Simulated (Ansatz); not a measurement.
Consider Ti$_{3}$Al.

Input file:

```
crystal:
  lattice:
    - [2.9275422229, 0.0, 0.0]
    - [-1.4637711114, 2.5353259357, 0.0]
    - [0.0, 0.0, 9.13409838]
  atoms:
    - { symbol: Ti, position: [0.3333333333, 0.6666666667, 0.249406] }
    - { symbol: Ti, position: [0.3333333333, 0.6666666667, 0.750594] }
    - { symbol: Ti, position: [0.6666666667, 0.3333333333, 0.0] }
    - { symbol: Al, position: [0.6666666667, 0.3333333333, 0.5] }
hamiltonian:
  xc: pbesol
  pseudopotentials: { kind: paw }
kpoints:
  mp_grid: { grid: [9, 9, 3] }
  band_path:
    path:
      - [[0.0, 0.0, 0.0], [0.5, 0.0, 0.0], [0.3333333333, 0.3333333333, 0.0], [0.0, 0.0, 0.0], [0.0, 0.0, 0.5], [0.5, 0.0, 0.5], [0.3333333333, 0.3333333333, 0.5], [0.0, 0.0, 0.5]]
      - [[0.5, 0.0, 0.5], [0.5, 0.0, 0.0]]
      - [[0.3333333333, 0.3333333333, 0.0], [0.3333333333, 0.3333333333, 0.5]]
    npoints: 14
scf:
  occupations: { method: fermi_dirac, width: 0.05 }
  n_extra_bands: 10
output:
  forces: true
  stress: true
  eigenvalues: true
  fatbands: false
  write_density: true
  write_potential: true
  elf: true
  volumetric_format: npy
```

Run with:

```sh
ansatz run input.yaml --threads 2 --pin off --max-ram 5632MiB --backend cpu --events-out ev --progress --plain --runs-dir out
```

Below, planes, directions and counts refer to the conventional cell (a = 2.93 Å, b = 2.93 Å, c = 9.13 Å, α = 90.00°, β = 90.00°, γ = 120.00°).

Space group P-6m2; a structure from a database of computed crystals, not necessarily the ambient phase; computed pressure about −2 GPa in this cell.

Computed with Kohn-Sham DFT of a periodic cell, PBEsol, Ansatz PAW (Ansatz).

Q: What will maps of the valence pseudo-density and electron localisation function show?

A: Al–Al (2.93 Å): the density is about 0.18 e/Å³ at the midpoint; the ELF is about 0.55 at the midpoint.
Ti–Ti (2.93 Å): ρ at the midpoint is about 0.19 e/Å³; the ELF is about 0.25 at the midpoint: no localised pair shows between them.
The ELF has a maximum of about 0.75 in the space between the atoms, 1.7 Å from four Ti atoms, on no atom or two-centre bond.

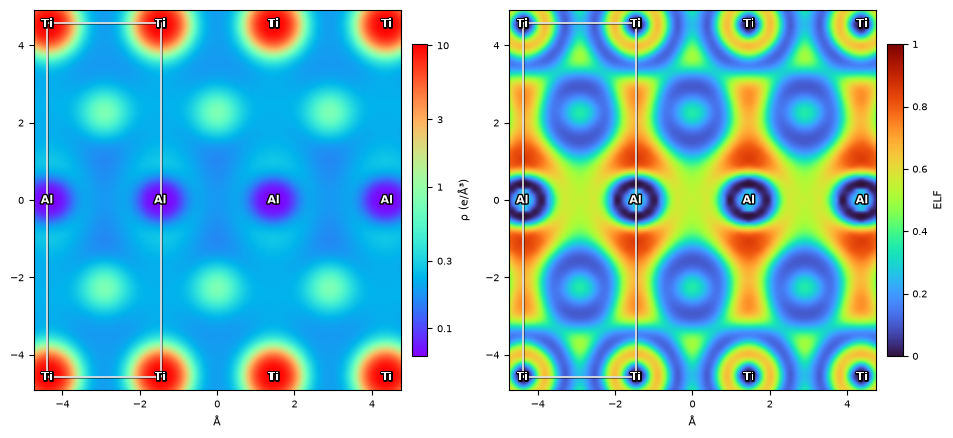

Computed valence pseudo-density and electron localisation function on the (010) plane of the conventional cell, in this order. Atoms just off the plane (Ti, 0.8 Å away) can leave unmarked features too.

The density is the valence pseudo-density of a PAW calculation; it isn't the true density close to the nuclei.
